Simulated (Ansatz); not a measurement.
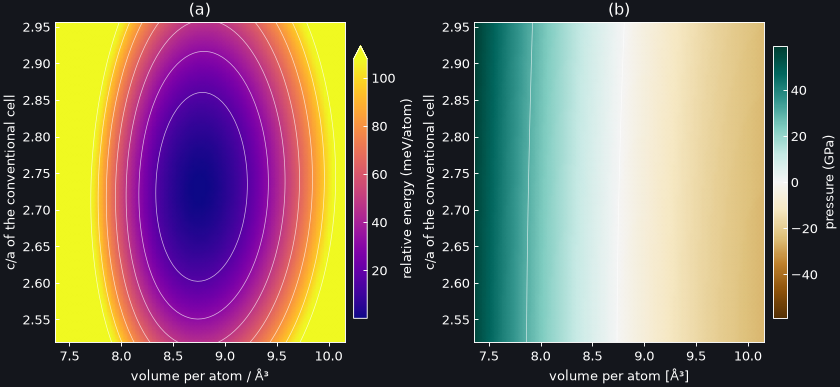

Al₂O₃ (R-3c, No. 167; 10 atoms in the cell). The energy is mapped over volume and the cell's shape. Coordinates scanned: (1) volume per atom; (2) c/a of the conventional cell. Nothing is relaxed (fractional coordinates fixed). The grid has 7 × 7 points. Points are written as (first, second). Energies are in meV/atom, from the lowest grid point. These are results of Ansatz 0.2.0, DFT PBE, scalar-relativistic, plane waves, PAW, not measurements. Settings: cutoff 520 eV, k-mesh 6×6×6, gaussian smearing 0.05 eV, no spin polarisation.

Panel (a) is the energy and panel (b) the computed pressure on the same grid.

The picture shows a smooth colour map with a few white contour lines, one colour for all values above the top of the scale. Between grid points the surface is interpolated.

> How does the pressure vary over the map, and what is it at the lowest grid point?

It runs from −26 GPa at (10.16 Å³, 2.587) to 59 GPa at (7.36 Å³, 2.957). At the lowest grid point, (8.76 Å³, 2.729), it is 0 GPa. The pressure is minus the slope of the energy with volume, so it vanishes at the true minimum, which need not be a grid point.

```tsv
c/a of the conventional cell ↓, volume per atom →	7.36	7.82	8.29	8.76	9.22	9.69	10.16
2.957	59	34	16	1	−10	−18	−24
2.879	58	34	15	1	−10	−18	−25
2.803	58	33	15	0	−11	−19	−25
2.729	57	33	14	0	−11	−19	−25
2.657	57	32	14	0	−11	−19	−26
2.587	56	32	14	0	−11	−19	−26
2.519	56	32	13	−1	−11	−19	−26
```

PAW datasets: the set soft_1.
